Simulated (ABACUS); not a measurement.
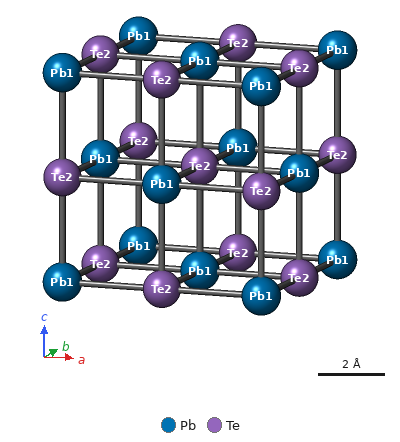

Fig. 1: The input geometry (ball-and-stick view of the cell 4 times as large as that of the calculation, set on its symmetry axes, seen slightly off an axis; atoms are numbered from 1 in the order of the input).

## Band-structure run of PbTe (part 1 of 2)

The run: band-structure run of PbTe (Fm-3m, 2 atoms in the cell). Method and program: Kohn-Sham DFT of a periodic cell, revPBE, PseudoDojo NC SR 0.4.1 PBE standard, no spin polarisation (ABACUS 3.10.1).

The structure derives from an entry of the Crystallography Open Database.

### The input
```python
"""ABACUS run from a structure file: ASE reads it, the script writes STRU, KPT and INPUT."""
import re
import subprocess
from ase.io import read
from ase.units import Bohr

atoms = read("POSCAR")
atoms = atoms[(-atoms.numbers).argsort(kind="stable")]  # ABACUS lists atoms element by element
pseudo = {'Pb': 'Pb.upf', 'Te': 'Te.upf'}
orbital = {}
magmoms = None
kmesh = [6, 6, 6]
params = {
    'suffix': 'TePb',
    'calculation': 'scf',
    'basis_type': 'pw',
    'pseudo_dir': './',
    'symmetry': 1,
    'dft_functional': 'revpbe',
    'ecutwfc': 83,
    'pseudo_rcut': 10,
    'nspin': 1,
    'nbands': 25,
    'ks_solver': 'dav',
    'smearing_method': 'fd',
    'smearing_sigma': 0.00367493,
    'scf_thr': 1e-08,
    'scf_nmax': 100,
    'mixing_type': 'broyden',
    'mixing_beta': 0.7,
    'cal_force': 1,
    'cal_stress': 1,
    'out_chg': 1,
    'out_pot': 2,
    'out_elf': 1,
}

symbols = atoms.get_chemical_symbols()
elements = list(dict.fromkeys(symbols))
lines = ["ATOMIC_SPECIES"] + [f"{e} {atoms.get_masses()[symbols.index(e)]:.4f} {pseudo[e]}" for e in elements]
if orbital:
    lines += ["", "NUMERICAL_ORBITAL"] + [orbital[e] for e in elements]
lines += ["", "LATTICE_CONSTANT", f"{1 / Bohr:.10f}", "", "LATTICE_VECTORS"]
lines += [" ".join(f"{x:.10f}" for x in v) for v in atoms.cell]
lines += ["", "ATOMIC_POSITIONS", "Direct"]
for e in elements:
    lines += ["", e, "0.0", str(symbols.count(e))]
    for i, p in enumerate(atoms.get_scaled_positions(wrap=False)):
        if symbols[i] == e:
            mag = "" if magmoms is None else " mag " + " ".join(str(x) for x in (magmoms[i] if isinstance(magmoms[i], list) else [magmoms[i]]))
            lines.append(" ".join(f"{x:.10f}" for x in p) + " 1 1 1" + mag)
open("STRU", "w").write("\n".join(lines) + "\n")
open("KPT", "w").write("K_POINTS\n0\nGamma\n%d %d %d 0 0 0\n" % tuple(kmesh))
open("INPUT", "w").write("INPUT_PARAMETERS\n" + "".join(f"{k:<20s}{v}\n" for k, v in params.items()))

done = subprocess.run(['mpirun', '-np', '4', 'abacus'])
if done.returncode:
    raise SystemExit(done.returncode)
log = open("OUT.TePb/running_scf.log").read()
print("final energy (eV):", re.findall(r"FINAL_ETOT_IS (\S+)", log))
```

### File POSCAR
```
TePb
1.0
    0.0000000000      3.2310000000      3.2310000000
    3.2310000000      0.0000000000      3.2310000000
    3.2310000000      3.2310000000      0.0000000000
Pb Te
1 1
Direct
    0.0000000000      0.0000000000      0.0000000000
    0.5000000000      0.5000000000      0.5000000000
```

### File INPUT
```
INPUT_PARAMETERS
suffix              TePb
calculation         scf
basis_type          pw
pseudo_dir          ./
symmetry            1
dft_functional      revpbe
ecutwfc             83
pseudo_rcut         10
nspin               1
nbands              25
ks_solver           dav
smearing_method     fd
smearing_sigma      0.00367493
scf_thr             1e-08
scf_nmax            100
mixing_type         broyden
mixing_beta         0.7
cal_force           1
cal_stress          1
out_chg             1
out_pot             2
out_elf             1
```

### File STRU
```
ATOMIC_SPECIES
Pb 207.2000 Pb.upf
Te 127.6000 Te.upf

LATTICE_CONSTANT
1.8897261258

LATTICE_VECTORS
0.0000000000 3.2310000000 3.2310000000
3.2310000000 0.0000000000 3.2310000000
3.2310000000 3.2310000000 0.0000000000

ATOMIC_POSITIONS
Direct

Pb
0.0
1
0.0000000000 0.0000000000 -0.0000000000 1 1 1

Te
0.0
1
0.5000000000 0.5000000000 0.5000000000 1 1 1
```

### File KPT
```
K_POINTS
0
Gamma
6 6 6 0 0 0
```

Launch command:
```bash
OMP_NUM_THREADS=1 python run_abacus.py > log
```

### Log
```
ABACUS v3.10.1

               Atomic-orbital Based Ab-initio Computation at UStc

 ------------------------------------------------------------------------------------

 READING GENERAL INFORMATION
                           global_out_dir = OUT.TePb/
                           global_in_card = INPUT
                               pseudo_dir = ./
                              orbital_dir =
                                    DSIZE = 4
                                    GSIZE = 1

 READING UNITCELL INFORMATION
                                    ntype = 2
                  lattice constant (Bohr) = 1.88973
              lattice constant (Angstrom) = 1

 READING ATOM TYPE 1
                               atom label = Pb
                      L=0, number of zeta = 1
                      L=1, number of zeta = 1
                      L=2, number of zeta = 1
             number of atom for this type = 1

 READING ATOM TYPE 2
                               atom label = Te
                      L=0, number of zeta = 1
                      L=1, number of zeta = 1
                      L=2, number of zeta = 1
             number of atom for this type = 1

                        TOTAL ATOM NUMBER = 2
DIRECT COORDINATES
    atom                   x                   y                   z     mag                  vx                  vy                  vz
taud_Pb1            0.0000000000        0.0000000000        0.0000000000  0.0000        0.0000000000        0.0000000000        0.0000000000
taud_Te1            0.5000000000        0.5000000000        0.5000000000  0.0000        0.0000000000        0.0000000000        0.0000000000

                          Volume (Bohr^3) = 455.237
                             Volume (A^3) = 67.4591

 Lattice vectors: (Cartesian coordinate: in unit of a_0)
                   +0              +3.231              +3.231
               +3.231                  +0              +3.231
               +3.231              +3.231                  +0
 Reciprocal vectors: (Cartesian coordinate: in unit of 2 pi/a_0)
            -0.154751           +0.154751           +0.154751
            +0.154751           -0.154751           +0.154751
            +0.154751           +0.154751           -0.154751
 The esolver type has been set to : ksdft_pw

                PAO radial cut off (Bohr) = 10

 Read in pseudopotential file is Pb.upf
                     pseudopotential type = NC
          exchange-correlation functional = PBE
                 nonlocal core correction = 1
                        valence electrons = 14
                                     lmax = 2
                           number of zeta = 3
                     number of projectors = 6
                           L of projector = 0
                           L of projector = 0
                           L of projector = 1
                           L of projector = 1
                           L of projector = 2
                           L of projector = 2
 XC functional updated to : revpbe
          exchange-correlation functional = REVPBE
                PAO radial cut off (Bohr) = 10

 Read in pseudopotential file is Te.upf
                     pseudopotential type = NC
          exchange-correlation functional = PBE
                 nonlocal core correction = 1
                        valence electrons = 16
                                     lmax = 2
                           number of zeta = 3
                     number of projectors = 6
                           L of projector = 0
                           L of projector = 0
                           L of projector = 1
                           L of projector = 1
                           L of projector = 2
                           L of projector = 2
 XC functional updated to : revpbe
          exchange-correlation functional = REVPBE
     initial pseudo atomic orbital number = 18

 SETUP THE ELECTRONS NUMBER
            electron number of element Pb = 14
      total electron number of element Pb = 14
            electron number of element Te = 16
      total electron number of element Te = 16
            AUTOSET number of electrons:  = 30
                           occupied bands = 15
                                   NBANDS = 25
                                   NLOCAL = 18

%%%%%%%%%%%%%%%%%%%%%%%%%%%%%%%%%%%%%%%%%%%%%%%%%%%%%%%%%%%%%%%%%%%%%%%%%%%%%%%%%%%%%%%%%%%%%%%%%%%%%%%%%%
 Warning: the number of valence electrons in pseudopotential > 4 for Pb: [Xe] 4f14 5d10 6s2 6p2
 Warning: the number of valence electrons in pseudopotential > 6 for Te: [Kr] 4d10 5s2 5p4
 Pseudopotentials with additional electrons can yield (more) accurate outcomes, but may be less efficient.
 If you're confident that your chosen pseudopotential is appropriate, you can safely ignore this warning.
%%%%%%%%%%%%%%%%%%%%%%%%%%%%%%%%%%%%%%%%%%%%%%%%%%%%%%%%%%%%%%%%%%%%%%%%%%%%%%%%%%%%%%%%%%%%%%%%%%%%%%%%%%

 SETUP THE PLANE WAVE BASIS
 energy cutoff for charge/potential (unit:Ry) = 332
            fft grid for charge/potential = [ 54, 54, 54 ]
                        fft grid division = [ 1, 1, 1 ]
        big fft grid for charge/potential = [ 54, 54, 54 ]
                                     nbxx = 40824
                                     nrxx = 40824

 SETUP PLANE WAVES FOR CHARGE/POTENTIAL
                    number of plane waves = 46367
                         number of sticks = 1711

 PARALLEL PW FOR CHARGE/POTENTIAL
     PROC   COLUMNS(POT)             PW
        1            427          11591
        2            428          11592
        3            428          11592
        4            428          11592
 --------------- sum -------------------
        4           1711          46367
                            number of |g| = 418
                                  max |g| = 29.9827
                                  min |g| = 0.0718435

----------- Double Check Mixing Parameters Begin ------------
mixing_type: broyden
mixing_beta: 0.7
mixing_gg0: 1
mixing_gg0_min: 0.1
mixing_ndim: 8
----------- Double Check Mixing Parameters End ------------

 LATTICE VECTORS: (CARTESIAN COORDINATE: IN UNIT OF A0)
                   +0              +3.231              +3.231
               +3.231                  +0              +3.231
               +3.231              +3.231                  +0
                       right hand lattice = 1
                                   NORM_A = 4.56932
                                   NORM_B = 4.56932
                                   NORM_C = 4.56932
                           ALPHA (DEGREE) = 60
                           BETA  (DEGREE) = 60
                           GAMMA (DEGREE) = 60

 The lattice vectors have been changed (STRU_SIMPLE.cif)

(for optimal symmetric configuration:)
                             BRAVAIS TYPE = 3
                     BRAVAIS LATTICE NAME = 03. Cubic F (face-centered)
                                    ibrav = 3
                                    IBRAV = 3
                                  BRAVAIS = FACE CENTERED CUBIC
                       LATTICE CONSTANT A = 6.462
Original cell was already a primitive cell.
                        ROTATION MATRICES = 48
              PURE POINT GROUP OPERATIONS = 48
                   SPACE GROUP OPERATIONS = 48
                              POINT GROUP = O_h
               POINT GROUP IN SPACE GROUP = O_h

 SETUP K-POINTS
                                    nspin = 1
                   Input type of k points = Monkhorst-Pack(Gamma)
                                   nkstot = 216
                       right hand lattice = 1
(for reciprocal lattice: )
                             BRAVAIS TYPE = 2
                     BRAVAIS LATTICE NAME = 02. Cubic I (body-centered)
                                    ibrav = 2
                       right hand lattice = 1
(for k-lattice: )
                             BRAVAIS TYPE = 2
                     BRAVAIS LATTICE NAME = 02. Cubic I (body-centered)
                                    ibrav = 2
                       right hand lattice = 1
                        ROTATION MATRICES = 48
                               nkstot_ibz = 16
K-POINTS REDUCTION ACCORDING TO SYMMETRY
     IBZ    DIRECT_X    DIRECT_Y    DIRECT_Z  WEIGHT  ibz2bz
       1  0.00000000  0.00000000  0.00000000  0.0046       0
       2  0.16666667  0.16666667  0.16666667  0.0370       1
       3  0.33333333  0.33333333  0.33333333  0.0370       2
       4  0.50000000  0.50000000  0.50000000  0.0185       3
       5  0.16666667  0.16666667  0.00000000  0.0278       7
       6  0.33333333  0.33333333  0.16666667  0.1111       8
       7  0.50000000  0.50000000  0.33333333  0.1111       9
       8  0.50000000  0.33333333  0.33333333  0.1111      10
       9  0.33333333  0.16666667  0.16666667  0.0556      11
      10  0.33333333  0.33333333  0.00000000  0.0278      14
      11  0.50000000  0.50000000  0.16666667  0.1111      15
      12 -0.33333333  0.33333333  0.33333333  0.0556      16
      13  0.50000000  0.50000000  0.00000000  0.0139      21
      14  0.50000000  0.33333333  0.16666667  0.1111      51
      15  0.50000000  0.33333333 -0.33333333  0.1111      52
      16  0.50000000  0.33333333 -0.16666667  0.0556      58

                               nkstot now = 16
[... K-POINTS DIRECT COORDINATES: 16 rows ...]

           k-point number in this process = 16
       minimum distributed K point number = 16
[... stars of the k points ...]

[... K-POINTS CARTESIAN COORDINATES: 16 rows ...]

[... K-POINTS DIRECT COORDINATES: 16 rows ...]

 SETUP PLANE WAVES FOR WAVE FUNCTIONS
     energy cutoff for wavefunc (unit:Ry) = 83
              fft grid for wave functions = [ 54, 54, 54 ]
                    number of plane waves = 7239
                         number of sticks = 499

 PARALLEL PW FOR WAVE FUNCTIONS
     PROC   COLUMNS(POT)             PW
        1            125           1811
        2            125           1811
        3            124           1808
        4            125           1809
 --------------- sum -------------------
        4            499           7239

 SETUP NONLOCAL PSEUDOPOTENTIALS IN PLANE WAVE BASIS
 Pb non-local projectors:
 projector 1 L=0
 projector 2 L=0
 projector 3 L=1
 projector 4 L=1
 projector 5 L=2
 projector 6 L=2
 Te non-local projectors:
 projector 1 L=0
 projector 2 L=0
 projector 3 L=1
 projector 4 L=1
 projector 5 L=2
 projector 6 L=2
      TOTAL NUMBER OF NONLOCAL PROJECTORS = 36

 Init Non-Local PseudoPotential table :
 Init Non-Local-Pseudopotential done.

                                     npwx = 1466

 Make real space PAO into reciprocal space.
       max mesh points in Pseudopotential = 1001
     dq(describe PAO in reciprocal space) = 0.01
                                    max q = 1098

 number of pseudo atomic orbitals for Pb is 3
WARNING: norm of atomic wavefunction # 3 of atomic type Pb is 0.999464, renormalized

 number of pseudo atomic orbitals for Te is 3
WARNING: norm of atomic wavefunction # 3 of atomic type Te is 0.999974, renormalized

 -------------------------------------------
 SELF-CONSISTENT
 -------------------------------------------
                                 init_chg = atomic

 PW ALGORITHM --------------- ION=   1  ELEC=   1--------------------------------
 Notice: Threshold on eigenvalues was too large.
 hsover_error=0.3 > DRHO=0.033958
 Origin diag ethr = 0.01
 New diag ethr = 0.000113193

 Density error is 0.0336434446618
                          Error Threshold = 0.000113193493709
----------------------------------------------------------
     Energy           Rydberg                 eV
----------------------------------------------------------
 E_KohnSham     -350.6568134469      -4770.9307054010
 E_Harris       -350.0634991797      -4762.8582506620
 E_Fermi        0.6915084871         9.4084556397
```
